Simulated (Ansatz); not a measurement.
**Cu3Au: 7 runs along one coordinate**

System: Cu3Au (Pm-3m, 4 atoms in the cell).
Method: DFT PBE, scalar-relativistic, plane waves, PAW, no spin polarisation (Ansatz 0.2.0).

The 7 runs differ only in the geometry, by an even scaling of the cell at fixed fractional positions. The structure derives from an entry of the Crystallography Open Database.

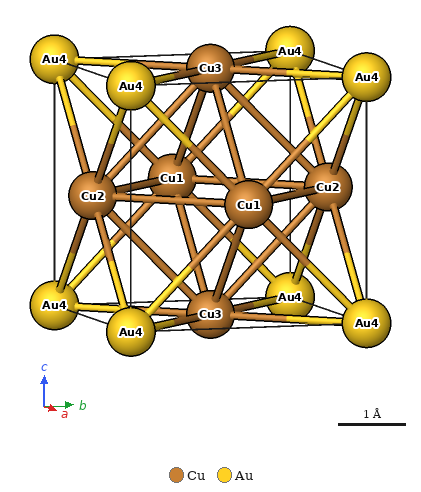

Figure 1. The structure of run 4 (ball-and-stick view of the cell of the calculation, seen slightly off an axis; atoms are numbered from 1 in the order of the input).

**Input of run 4**
```yaml
crystal:
  lattice:
    - [3.7420901272, 0.0, 0.0]
    - [0.0, 3.7420901272, 0.0]
    - [0.0, 0.0, 3.7420901272]
  atoms:
    - { symbol: Cu, position: [0.0, 0.5, 0.5] }
    - { symbol: Cu, position: [0.5, 0.0, 0.5] }
    - { symbol: Cu, position: [0.5, 0.5, 0.0] }
    - { symbol: Au, position: [0.0, 0.0, 0.0] }
basis:
  ecutwfc: 420
kpoints:
  mp_grid: { grid: [12, 12, 12] }
hamiltonian:
  xc: pbe
scf:
  occupations: { method: gaussian, width: 0.1 }
output:
  forces: true
  stress: true
  eigenvalues: true
```

Command:
```bash
ansatz run input.yaml --threads 1 --pin off --max-ram 2560MiB --backend cpu --events-out ev --progress --plain --runs-dir out
```

Run 6 differs from it as follows:
```diff
-    - [3.7420901272, 0.0, 0.0]
-    - [0.0, 3.7420901272, 0.0]
-    - [0.0, 0.0, 3.7420901272]
+    - [3.8544192664, 0.0, 0.0]
+    - [0.0, 3.8544192664, 0.0]
+    - [0.0, 0.0, 3.8544192664]
```

**Results, with one run withheld**

| run | volume per atom (Å³) | free energy per atom, from the lowest run given (meV) | pressure (GPa) |
| --- | --- | --- | --- |
| 1 | 11.885 | 107.80 | 25.41 |
| 2 | 12.290 | 54.24 | 17.20 |
| 3 | 12.695 | 19.65 | 10.38 |
| 4 | 13.100 | 0.79 | 4.71 |
| 5 | 13.911 | 0.00 | −3.87 |
| 6 | 14.316 | ? | ? |
| 7 | 14.856 | 43.87 | −10.50 |

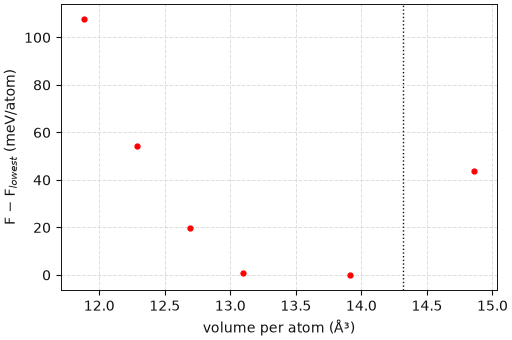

Figure 2. Free energy per atom of the runs given; the dotted line marks run 6.

Fit the runs given and predict run 6.

A cubic polynomial in V^(−2/3) (the Birch–Murnaghan form), fitted to the 6 runs given, misses them by at most 0.01 meV per atom. With x = V^(−2/3) − 0.18031 Å⁻², it reads F = 2.0144 + 3540.5 x + 4.517e+05 x² + 1.5405e+06 x³ (meV per atom). At run 6 it gives 13.96 meV per atom, and the run itself gives 13.97. The slope of the fit gives a pressure −dF/dV of −7.08 GPa there, and the run prints −7.08 GPa. The fit has its minimum at 13.508 Å³ per atom, where V d²F/dV² gives 142 GPa: the bulk modulus at this level, since symmetry fixes the shape and the positions.

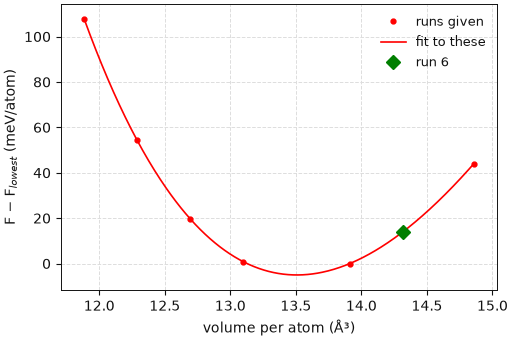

Figure 3. The fit and the withheld run.

**Output, shortened to warnings, some set-up lines, iterations and results (run 6)**
```
Basis set: ecut = 420 eV, 1141 PW (Γ), exchange–correlation on 54×54×54 points (8 copies of the dense FFT grid, shifted against one another)
Symmetry: 48 space group operations
k-points: 84 of 1728
Initial density: superposition of atomic densities (neutral atoms: chi_scale 0, normalization atom), corrected by the library's trained network
[...]
SCF iter   1: F=—  HF=-33024.939875 eV  |F-HF|=—  |Δ(HF+E_count)|=         —  Δρ=2.02e-3  dr2=1.51e-3  ethr=1.77e-3  ⟨swp⟩=5.6  Hψ=12611  notcnv=0  defer=71
SCF iter   2: F=—  HF=-33024.940358 eV  |F-HF|=—  |Δ(HF+E_count)|=   4.82e-4  Δρ=7.64e-4  dr2=2.29e-4  ethr=1.99e-6  ⟨swp⟩=2.0  Hψ=6812  notcnv=0  defer=83
SCF iter   3: F=—  HF=-33024.940428 eV  |F-HF|=—  |Δ(HF+E_count)|=   7.02e-5  Δρ=4.31e-4  dr2=1.02e-4  ethr=3.01e-7  ⟨swp⟩=2.0  Hψ=5892  notcnv=0  defer=83
SCF iter   4: F=—  HF=-33024.940440 eV  |F-HF|=—  |Δ(HF+E_count)|=   1.21e-5  Δρ=1.01e-4  dr2=7.92e-6  ethr=1.34e-7  ⟨swp⟩=2.2  Hψ=5027  notcnv=0  defer=83
SCF iter   5: F=—  HF=-33024.940442 eV  |F-HF|=—  |Δ(HF+E_count)|=   2.17e-6  Δρ=3.35e-5  dr2=1.14e-6  ethr=1.04e-8  ⟨swp⟩=2.0  Hψ=5482  notcnv=0  defer=83
SCF iter   6: F=—  HF=-33024.940442 eV  |F-HF|=—  |Δ(HF+E_count)|=   9.13e-8  Δρ=1.27e-5  dr2=1.93e-7  ethr=1.50e-9  ⟨swp⟩=2.0  Hψ=5230  notcnv=0  defer=83
SCF iter   7: F=-33024.940442 eV  HF=-33024.940442 eV  |F-HF|=7.38e-9  |Δ(HF+E_count)|=   3.35e-8  Δρ=6.14e-6  dr2=1.51e-8  ethr=1.32e-10  ⟨swp⟩=8.1  Hψ=15339  notcnv=0
SCF 1 converged in 7 iterations: F = -33024.940442 eV  dr2 = 1.51e-8
SCF converged after 7 iterations
Free energy (F): -33024.940442 eV
Harris-Foulkes:  -33024.940442 eV  (|F-HF|=7.38e-9)
Internal energy: -33024.935391 eV  (E = F + TS)
E sigma→0 (E₀):  -33024.937917 eV
Entropy (-TS):   -0.005051 eV (-1.263 meV/atom)
Fermi energy:    16.194390 eV
--- Per-component energies (eV) ---
  E_band       = -1387.519303
  E_kinetic    = 1499.948843
  E_local      = -14638.443061  (includes V_loc(G=0)·N_el)
  E_nonlocal   = 1253.520494
  E_hartree    = 6425.249106
  E_xc         = -493.566353
  E_vxc        = -617.730342  (∫ρ·V_xc dr)
  E_paw        = -14704.875672  (= ΣΔE_a)
  E_vpaw       = -1735.323668  (= ΣTr[D̂ρ^β])
  E_aug_tail   = 0.002263  (compensation charges beyond the density's cutoff)
  E_ewald      = -12366.771012
  E_smearing   = -0.005051  (= −TS)
  E_closure    = 0.000000  (closes the sum)
  Σ components = -33024.940442   (vs F -33024.940442, Δ=0.00e0)
--- Forces (eV/Å), atoms counted from 1 ---
  atom   1  Cu     0.00000000     0.00000000    -0.00000000
  atom   2  Cu     0.00000000    -0.00000000     0.00000000
  atom   3  Cu     0.00000000     0.00000000     0.00000000
  atom   4  Au     0.00000000     0.00000000    -0.00000000
  max |Σ_I F_I| component: 3.90e-28 eV/Å
--- Stress (GPa, compression-positive) ---
       -7.082890       0.000000       0.000000
        0.000000      -7.082890       0.000000
        0.000000       0.000000      -7.082890
  P = ⅓ Tr σ = -7.0829 GPa (-70.829 kbar)
```

Notes: Spin–orbit coupling is left out, which matters for Au.
